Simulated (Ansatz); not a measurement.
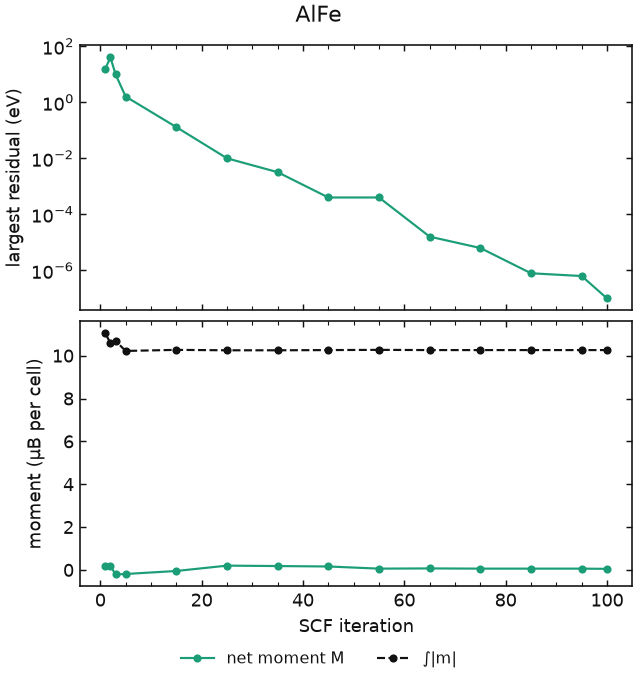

The plot shows the SCF iterations of a calculation: largest residual, magnetic moments. Only some iterations were kept.

System: AlFe (P1, 8 atoms in the cell).
Method: DFT, PBE, norm-conserving potentials, plane waves, scalar-relativistic in Ansatz development build ahead of 0.2.0; cutoff 1224.51 eV, 1×1×1 k-mesh, Fermi–Dirac smearing of 0.1 eV, collinear spins.
Setting under test: standard search for lower states.

Did the calculation converge?

Not converged after 100 iterations. The residual is still falling at the last step (down to 10⁻⁷).

How do the moments develop?

The net moment goes from 0.19 to 0.05 μB per cell, though in an unconverged run this needn't be final.
